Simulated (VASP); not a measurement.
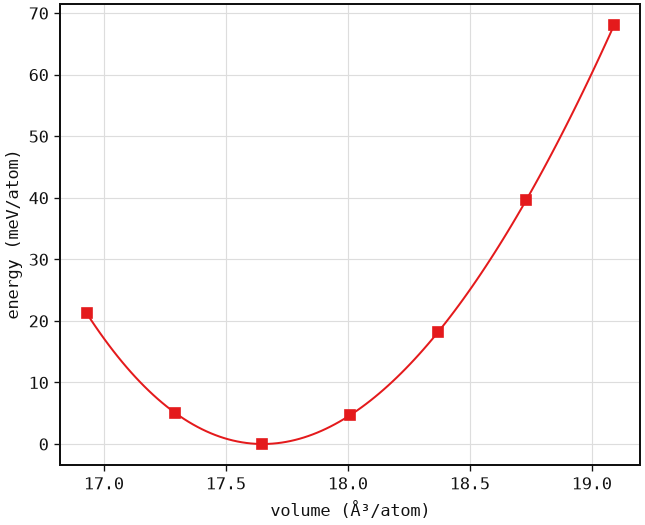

The figure shows the energy against volume.

Calculation (VASP 6.6.1): plane-wave DFT, no spin polarisation; energies at scaled volumes of the given cell, shape and fractions fixed, counted from the fit's minimum, third-order Birch-Murnaghan fit. Level: PBEsol.

For which of these solids was it computed?
A. Ge, Fd-3m (No. 227)
B. Ta, Im-3m (No. 229)
C. CsPbCl₃, Pm-3m (No. 221)

Answer. B, Ta: energy from 0.00 meV/atom to 68.06 meV/atom, V0 17.65 Å³/atom, B0 214 GPa. The others give: Ge, energy from 0.41 meV/atom to 25.33 meV/atom, V0 22.84 Å³/atom, B0 66.2 GPa; CsPbCl₃, energy from 0.11 meV/atom to 13.65 meV/atom, V0 35.44 Å³/atom, B0 24.9 GPa.

For CsPbCl₃, limits of the calculation: spin-orbit coupling left out, heavy elements.
